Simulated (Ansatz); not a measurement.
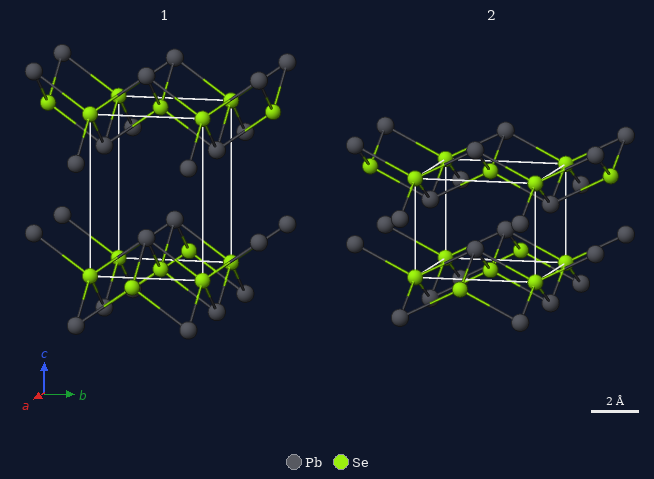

Two geometries of solid PbSe (a generated structure, set up in P4/nmm) (coarse preliminary run), drawn at one scale. One is the start of a relaxation, the other its converged end. A ball-and-stick model of the cell of the calculation, seen slightly off an axis.

Level of theory: DFT PBE, scalar-relativistic, plane waves, PAW in Ansatz. (plane-wave cutoff 420 eV; k-point mesh 4 × 4 × 4; occupations gaussian; smearing width 0.1 eV; no spin polarisation; cell and atoms relaxed; force threshold 0.04 eV/Å; at most 70 steps)

Which of the two is the end point?

Answer. Structure 2 is the relaxed one. After 12 accepted moves (13 points after the start) the energy has fallen by 234 meV per atom. Largest force component: 1.6 eV/Å at the start, 0.013 eV/Å at the end. Pressure: −2.30 GPa at the start and −0.04 GPa at the end. At 1 point the geometry stayed and the basis and grid were re-selected for the new cell (energy shift of 0.1 meV per atom at most each time). The largest moves relative to the cell, 0.26 Å, are those of Pb atoms. Se stays in place. The volume changes by −30.2 %, with a = b 4.997 → 5.341 Å (+6.9 %), c 7.067 → 4.315 Å (−38.9 %). Among the contacts that change: Pb–Se 3.060 → 2.987 Å. Among the angles between lasting bonds that change: Se–Pb–Se 109.5° → 126.8°, Pb–Se–Pb 109.5° → 126.8°, Se–Pb–Se 70.5° → 78.4°. The space group stays P4/nmm (No. 129). Cost: 100 s on 1 thread of Arm Neoverse V1, on a shared host, peak memory 0.45 GiB.
